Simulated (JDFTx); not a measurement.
Run report: Te, geometry relaxation (part 2 of 3)

The same run, continued: Te (P3₁21, 3 atoms in the cell); Kohn-Sham DFT of a periodic cell, PBE with D3, PseudoDojo-SR-PBE-0.4.1-standard, no spin polarisation (JDFTx 1.7.0 (patched build)); cutoff 1088.45 eV, 5×5×3 k-mesh, fermi-dirac of 0.05 eV. The structure derives from an entry of the Crystallography Open Database.

Geometry of the input (Å; fractional positions):
```
4.4540  0.0000  0.0000
-2.2270  3.8573  0.0000
0.0000  0.0000  5.9240
Te 0.7310  0.7310  0.0000
Te -0.0000  0.2690  0.6667
Te 0.2690  0.0000  0.3333
```

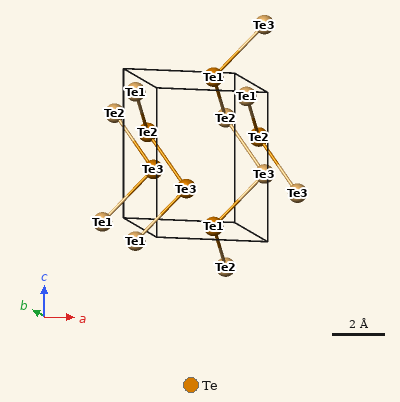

The input geometry (ball-and-stick view of the cell of the calculation, seen slightly off an axis; neighbours outside the cell are drawn fainter; atoms are numbered from 1 in the order of the input). An atom can appear more than once, as a periodic image.

**What the program printed, continued**
```
LatticeMinimize: Iter:   1  F: -280.092354530475632  |grad|_K:  5.061e-03  alpha:  3.000e+00  linmin: -6.102e-01

#--- Lowdin population analysis ---
# oxidation-state Te +0.046 +0.046 +0.046

Computing DFT-D3 correction:
# coordination-number Te 3.213 3.213 3.213
# diagonal-C6 Te 418.58 418.58 418.58
EvdW_6 =   -0.011183
EvdW_8 =   -0.018084

-------- Electronic minimization -----------
Will mix electronic density at each iteration.
	FillingsUpdate:  mu: +0.335890588  nElectrons: 48.000000
	FillingsUpdate:  mu: +0.339366184  nElectrons: 48.000000
SCF: Cycle:  0   F: -279.941785275455118   dF: -7.171e-01   |Residual|: 3.870e-01   |deigs|: 2.273e-02
	FillingsUpdate:  mu: +0.337371442  nElectrons: 48.000000
SCF: Cycle:  1   F: -280.078576478708555   dF: -1.368e-01   |Residual|: 1.366e-01   |deigs|: 3.399e-03
	FillingsUpdate:  mu: +0.336709180  nElectrons: 48.000000
SCF: Cycle:  2   F: -280.092351392967885   dF: -1.377e-02   |Residual|: 3.801e-02   |deigs|: 1.447e-03
	FillingsUpdate:  mu: +0.336583344  nElectrons: 48.000000
SCF: Cycle:  3   F: -280.092468642618712   dF: -1.172e-04   |Residual|: 9.661e-03   |deigs|: 4.041e-04
	FillingsUpdate:  mu: +0.336497689  nElectrons: 48.000000
SCF: Cycle:  4   F: -280.092548568200414   dF: -7.993e-05   |Residual|: 2.332e-03   |deigs|: 1.613e-04
	FillingsUpdate:  mu: +0.336468246  nElectrons: 48.000000
SCF: Cycle:  5   F: -280.092552580530253   dF: -4.012e-06   |Residual|: 7.903e-04   |deigs|: 8.930e-05
	FillingsUpdate:  mu: +0.336463032  nElectrons: 48.000000
SCF: Cycle:  6   F: -280.092553134383309   dF: -5.539e-07   |Residual|: 1.790e-04   |deigs|: 7.972e-06
	FillingsUpdate:  mu: +0.336462910  nElectrons: 48.000000
SCF: Cycle:  7   F: -280.092553175865191   dF: -4.148e-08   |Residual|: 9.115e-05   |deigs|: 1.293e-05
	FillingsUpdate:  mu: +0.336461907  nElectrons: 48.000000
SCF: Cycle:  8   F: -280.092553196559891   dF: -2.069e-08   |Residual|: 1.200e-05   |deigs|: 1.629e-06
	FillingsUpdate:  mu: +0.336461841  nElectrons: 48.000000
SCF: Cycle:  9   F: -280.092553200284215   dF: -3.724e-09   |Residual|: 9.202e-06   |deigs|: 9.530e-07
	FillingsUpdate:  mu: +0.336461679  nElectrons: 48.000000
SCF: Cycle: 10   F: -280.092553201580472   dF: -1.296e-09   |Residual|: 6.637e-06   |deigs|: 2.088e-06
	FillingsUpdate:  mu: +0.336461709  nElectrons: 48.000000
SCF: Cycle: 11   F: -280.092553201987187   dF: -4.067e-10   |Residual|: 1.739e-06   |deigs|: 9.745e-07
	FillingsUpdate:  mu: +0.336461726  nElectrons: 48.000000
SCF: Cycle: 12   F: -280.092553202116449   dF: -1.293e-10   |Residual|: 3.591e-07   |deigs|: 2.133e-06
SCF: Converged (|Delta E|<1.000000e-09 for 2 iters).

Setting wave functions to eigenvectors of Hamiltonian

Computing DFT-D3 correction:
# coordination-number Te 3.213 3.213 3.213
# diagonal-C6 Te 418.58 418.58 418.58
EvdW_6 =   -0.011183
EvdW_8 =   -0.018084
# Lattice vectors:
R =
[      8.41289     -4.20644            0  ]
[ -2.71462e-14      7.28577            0  ]
[            0            0      11.1951  ]
unit cell volume = 686.199

# Strain tensor in Cartesian coordinates:
[ -0.000469638            0            0  ]
[            0 -0.000469638            0  ]
[            0            0  3.53797e-05  ]

# Stress tensor in Cartesian coordinates [Eh/a0^3]:
[  6.84006e-06            0            0  ]
[            0  6.84006e-06            0  ]
[            0            0  4.76171e-06  ]

# Ionic positions in cartesian coordinates:
ion Te   3.052411851074212   5.286932411699878   0.000000000000000 1
ion Te  -1.154031793702633   1.998841700215466   7.463422419426069 1
ion Te   2.308063587332188  -0.000000000000316   3.731711209713035 1

# Forces in Cartesian coordinates:
force Te  -0.000521548743886  -0.000903348923027  -0.000000000000000 1
force Te  -0.000521548743886   0.000903348923034  -0.000000000000000 1
force Te   0.001043097487771  -0.000000000000007   0.000000000000000 1

# Energy components:
   Eewald =     -176.7684795038925358
       EH =       80.2488688099917624
     Eloc =     -226.6186621173333151
      Enl =      -88.5063161654889541
     EvdW =       -0.0292670707082874
      Exc =      -73.8605668769206147
 Exc_core =       34.5112992863539816
       KE =      170.9305720244514930
-------------------------------------
     Etot =     -280.0925516135464477
       TS =        0.0000015885699731
-------------------------------------
        F =     -280.0925532021164486

LatticeMinimize: Iter:   2  F: -280.092553202116449  |grad|_K:  1.992e-03  alpha:  1.000e+00  linmin: -2.555e-01

#--- Lowdin population analysis ---
# oxidation-state Te +0.045 +0.045 +0.045

Computing DFT-D3 correction:
# coordination-number Te 3.270 3.270 3.270
# diagonal-C6 Te 418.58 418.58 418.58
EvdW_6 =   -0.011242
EvdW_8 =   -0.018175

-------- Electronic minimization -----------
Will mix electronic density at each iteration.
	FillingsUpdate:  mu: +0.336461726  nElectrons: 48.000000
	FillingsUpdate:  mu: +0.341225904  nElectrons: 48.000000
SCF: Cycle:  0   F: -280.034041888387549   dF: -2.757e-01   |Residual|: 2.409e-01   |deigs|: 8.520e-03
	FillingsUpdate:  mu: +0.340133071  nElectrons: 48.000000
SCF: Cycle:  1   F: -280.087351526193345   dF: -5.331e-02   |Residual|: 8.433e-02   |deigs|: 2.193e-03
	FillingsUpdate:  mu: +0.339705604  nElectrons: 48.000000
SCF: Cycle:  2   F: -280.092546447615462   dF: -5.195e-03   |Residual|: 2.350e-02   |deigs|: 9.560e-04
	FillingsUpdate:  mu: +0.339620805  nElectrons: 48.000000
SCF: Cycle:  3   F: -280.092590252891284   dF: -4.381e-05   |Residual|: 5.840e-03   |deigs|: 1.599e-04
	FillingsUpdate:  mu: +0.339568535  nElectrons: 48.000000
SCF: Cycle:  4   F: -280.092618889631353   dF: -2.864e-05   |Residual|: 1.517e-03   |deigs|: 1.041e-04
	FillingsUpdate:  mu: +0.339557156  nElectrons: 48.000000
SCF: Cycle:  5   F: -280.092621074711190   dF: -2.185e-06   |Residual|: 3.695e-04   |deigs|: 2.857e-05
	FillingsUpdate:  mu: +0.339552570  nElectrons: 48.000000
SCF: Cycle:  6   F: -280.092621261553575   dF: -1.868e-07   |Residual|: 9.298e-05   |deigs|: 6.058e-06
	FillingsUpdate:  mu: +0.339551796  nElectrons: 48.000000
SCF: Cycle:  7   F: -280.092621291564001   dF: -3.001e-08   |Residual|: 3.042e-05   |deigs|: 2.880e-06
	FillingsUpdate:  mu: +0.339551235  nElectrons: 48.000000
SCF: Cycle:  8   F: -280.092621301013139   dF: -9.449e-09   |Residual|: 8.137e-06   |deigs|: 9.096e-07
	FillingsUpdate:  mu: +0.339551174  nElectrons: 48.000000
SCF: Cycle:  9   F: -280.092621303843089   dF: -2.830e-09   |Residual|: 3.685e-06   |deigs|: 1.786e-06
	FillingsUpdate:  mu: +0.339551082  nElectrons: 48.000000
SCF: Cycle: 10   F: -280.092621304598651   dF: -7.556e-10   |Residual|: 4.309e-06   |deigs|: 1.133e-06
	FillingsUpdate:  mu: +0.339551115  nElectrons: 48.000000
SCF: Cycle: 11   F: -280.092621304900490   dF: -3.018e-10   |Residual|: 9.953e-07   |deigs|: 2.021e-06
SCF: Converged (|Delta E|<1.000000e-09 for 2 iters).

Setting wave functions to eigenvectors of Hamiltonian

Computing DFT-D3 correction:
# coordination-number Te 3.270 3.270 3.270
# diagonal-C6 Te 418.58 418.58 418.58
EvdW_6 =   -0.011242
EvdW_8 =   -0.018175
# Lattice vectors:
R =
[      8.39585     -4.19792            0  ]
[ -1.43849e-13      7.27102            0  ]
[            0            0      11.1752  ]
unit cell volume = 682.207

# Strain tensor in Cartesian coordinates:
[  -0.00249384   -1.706e-14            0  ]
[ -1.70906e-14  -0.00249384            0  ]
[            0            0  -0.00174291  ]

# Stress tensor in Cartesian coordinates [Eh/a0^3]:
[  5.96177e-06            0            0  ]
[            0  5.96177e-06            0  ]
[            0            0  2.42445e-06  ]

# Ionic positions in cartesian coordinates:
ion Te   3.035781052994066   5.258127024454764   0.000000000000000 1
ion Te  -1.162143893199844   2.012892268700690   7.450150764480160 1
ion Te   2.324287786326702  -0.000000000000491   3.725075382240080 1

# Forces in Cartesian coordinates:
force Te  -0.000206916563103  -0.000358390000219  -0.000000000000000 1
force Te  -0.000206916563103   0.000358390000221   0.000000000000000 1
force Te   0.000413833126205  -0.000000000000003  -0.000000000000000 1

# Energy components:
   Eewald =     -177.2452513598616974
       EH =       79.9154227684370397
     Eloc =     -225.8094606527834571
      Enl =      -88.5074830066127021
     EvdW =       -0.0294164520227511
      Exc =      -73.8622007322784668
 Exc_core =       34.5112992822249822
       KE =      170.9344711563117301
-------------------------------------
     Etot =     -280.0926189965853155
       TS =        0.0000023083151648
-------------------------------------
        F =     -280.0926213049004900

LatticeMinimize: Iter:   3  F: -280.092621304900490  |grad|_K:  9.869e-04  alpha:  1.000e+00  linmin: -2.068e-01

#--- Lowdin population analysis ---
# oxidation-state Te +0.045 +0.045 +0.045

Computing DFT-D3 correction:
# coordination-number Te 3.328 3.328 3.328
# diagonal-C6 Te 418.58 418.58 418.58
EvdW_6 =   -0.011318
EvdW_8 =   -0.018296

-------- Electronic minimization -----------
Will mix electronic density at each iteration.
	FillingsUpdate:  mu: +0.339551115  nElectrons: 48.000000
	FillingsUpdate:  mu: +0.343735199  nElectrons: 48.000000
SCF: Cycle:  0   F: -280.092638470396139   dF: -1.104e-04   |Residual|: 1.650e-03   |deigs|: 7.316e-05
	FillingsUpdate:  mu: +0.343689309  nElectrons: 48.000000
SCF: Cycle:  1   F: -280.092644384075243   dF: -5.914e-06   |Residual|: 7.850e-04   |deigs|: 1.001e-04
	FillingsUpdate:  mu: +0.343650389  nElectrons: 48.000000
[... 5 further cycles ...]
SCF: Cycle:  7   F: -280.092645688331572   dF: -3.870e-10   |Residual|: 2.959e-06   |deigs|: 1.587e-06
	FillingsUpdate:  mu: +0.343631620  nElectrons: 48.000000
SCF: Cycle:  8   F: -280.092645688499204   dF: -1.676e-10   |Residual|: 6.703e-07   |deigs|: 1.726e-06
SCF: Converged (|Delta E|<1.000000e-09 for 2 iters).

Setting wave functions to eigenvectors of Hamiltonian

Computing DFT-D3 correction:
# coordination-number Te 3.328 3.328 3.328
# diagonal-C6 Te 418.58 418.58 418.58
EvdW_6 =   -0.011318
EvdW_8 =   -0.018296
# Lattice vectors:
R =
[      8.37122     -4.18561            0  ]
[ -3.11517e-13      7.24969            0  ]
[            0            0      11.1595  ]
unit cell volume = 677.254

# Strain tensor in Cartesian coordinates:
[  -0.00541987 -3.70883e-14            0  ]
[ -3.70112e-14  -0.00541987            0  ]
[            0            0  -0.00315108  ]

# Stress tensor in Cartesian coordinates [Eh/a0^3]:
[ -6.46896e-07            0            0  ]
[            0 -6.46896e-07            0  ]
[            0            0  -5.8163e-06  ]

# Ionic positions in cartesian coordinates:
ion Te   3.020726993847945   5.232052629153586   0.000000000000000 1
ion Te  -1.164883999679009   2.017638272340747   7.439641349253543 1
ion Te   2.329767999285166  -0.000000000000620   3.719820674626773 1

# Forces in Cartesian coordinates:
force Te  -0.000198329467092  -0.000343516713638   0.000000000000000 1
force Te  -0.000198329467092   0.000343516713641  -0.000000000000000 1
force Te   0.000396658934183  -0.000000000000003   0.000000000000000 1

# Energy components:
   Eewald =     -177.7592112626601306
       EH =       79.5777641686811137
     Eloc =     -224.9622249770262385
      Enl =      -88.5070742346047865
     EvdW =       -0.0296144354014991
      Exc =      -73.8662205105523242
 Exc_core =       34.5112993081452615
       KE =      170.9426390506725397
-------------------------------------
     Etot =     -280.0926428927460847
       TS =        0.0000027957531297
-------------------------------------
        F =     -280.0926456884992035

LatticeMinimize: Iter:   4  F: -280.092645688499204  |grad|_K:  8.224e-04  alpha:  1.000e+00  linmin: -7.423e-02

#--- Lowdin population analysis ---
# oxidation-state Te +0.045 +0.045 +0.045

Computing DFT-D3 correction:
# coordination-number Te 3.345 3.345 3.345
# diagonal-C6 Te 418.58 418.58 418.58
EvdW_6 =   -0.011320
EvdW_8 =   -0.018276

-------- Electronic minimization -----------
Will mix electronic density at each iteration.
	FillingsUpdate:  mu: +0.343631620  nElectrons: 48.000000
	FillingsUpdate:  mu: +0.343655938  nElectrons: 48.000000
SCF: Cycle:  0   F: -280.092637324359202   dF: -1.653e-04   |Residual|: 2.086e-03   |deigs|: 1.259e-04
	FillingsUpdate:  mu: +0.343630287  nElectrons: 48.000000
SCF: Cycle:  1   F: -280.092646230562877   dF: -8.906e-06   |Residual|: 1.013e-03   |deigs|: 3.820e-05
	FillingsUpdate:  mu: +0.343606330  nElectrons: 48.000000
[... 5 further cycles ...]
SCF: Cycle:  7   F: -280.092648154474546   dF: -4.902e-10   |Residual|: 2.778e-06   |deigs|: 1.358e-06
	FillingsUpdate:  mu: +0.343592826  nElectrons: 48.000000
SCF: Cycle:  8   F: -280.092648154643712   dF: -1.692e-10   |Residual|: 6.637e-07   |deigs|: 3.801e-07
SCF: Converged (|Delta E|<1.000000e-09 for 2 iters).

Setting wave functions to eigenvectors of Hamiltonian

Computing DFT-D3 correction:
# coordination-number Te 3.345 3.345 3.345
# diagonal-C6 Te 418.58 418.58 418.58
EvdW_6 =   -0.011320
EvdW_8 =   -0.018276
# Lattice vectors:
R =
[      8.36249     -4.18125            0  ]
[ -3.70431e-13      7.24213            0  ]
[            0            0      11.1802  ]
unit cell volume = 677.099

# Strain tensor in Cartesian coordinates:
[  -0.00645718 -4.40413e-14            0  ]
[ -4.40107e-14  -0.00645718            0  ]
[            0            0  -0.00129758  ]

# Stress tensor in Cartesian coordinates [Eh/a0^3]:
[  4.79417e-06            0            0  ]
[            0  4.79417e-06            0  ]
[            0            0  4.05447e-06  ]

# Ionic positions in cartesian coordinates:
ion Te   3.009370838023733   5.212383190287480   0.000000000000000 1
ion Te  -1.171874697006060   2.029746515291536   7.453474363723452 1
ion Te   2.343749393939314  -0.000000000000748   3.726737181861727 1

# Forces in Cartesian coordinates:
force Te   0.000227271164670   0.000393645204301   0.000000000000000 1
force Te   0.000227271164670  -0.000393645204304   0.000000000000000 1
force Te  -0.000454542329340   0.000000000000003   0.000000000000000 1

# Energy components:
   Eewald =     -177.8837871845534266
       EH =       79.4619279009099699
     Eloc =     -224.7176798006109948
      Enl =      -88.5097063134714546
     EvdW =       -0.0295959099785128
      Exc =      -73.8636817049188608
 Exc_core =       34.5112991654229546
       KE =      170.9385792536397730
-------------------------------------
     Etot =     -280.0926445935605784
       TS =        0.0000035610831263
-------------------------------------
        F =     -280.0926481546437117

LatticeMinimize: Iter:   5  F: -280.092648154643712  |grad|_K:  9.937e-04  alpha:  1.000e+00  linmin:  1.343e-01

#--- Lowdin population analysis ---
# oxidation-state Te +0.045 +0.045 +0.045

Computing DFT-D3 correction:
# coordination-number Te 3.336 3.336 3.336
# diagonal-C6 Te 418.58 418.58 418.58
EvdW_6 =   -0.011319
EvdW_8 =   -0.018284

-------- Electronic minimization -----------
Will mix electronic density at each iteration.
	FillingsUpdate:  mu: +0.343592826  nElectrons: 48.000000
	FillingsUpdate:  mu: +0.343575359  nElectrons: 48.000000
SCF: Cycle:  0   F: -280.092650805910637   dF: -3.826e-05   |Residual|: 1.009e-03   |deigs|: 3.009e-05
	FillingsUpdate:  mu: +0.343587671  nElectrons: 48.000000
SCF: Cycle:  1   F: -280.092653018709370   dF: -2.213e-06   |Residual|: 4.837e-04   |deigs|: 1.869e-05
	FillingsUpdate:  mu: +0.343598550  nElectrons: 48.000000
[... 4 further cycles ...]
SCF: Cycle:  6   F: -280.092653464996260   dF: -3.673e-10   |Residual|: 1.792e-06   |deigs|: 5.180e-07
	FillingsUpdate:  mu: +0.343604928  nElectrons: 48.000000
SCF: Cycle:  7   F: -280.092653465112676   dF: -1.164e-10   |Residual|: 1.074e-06   |deigs|: 2.851e-07
SCF: Converged (|Delta E|<1.000000e-09 for 2 iters).

Setting wave functions to eigenvectors of Hamiltonian
```
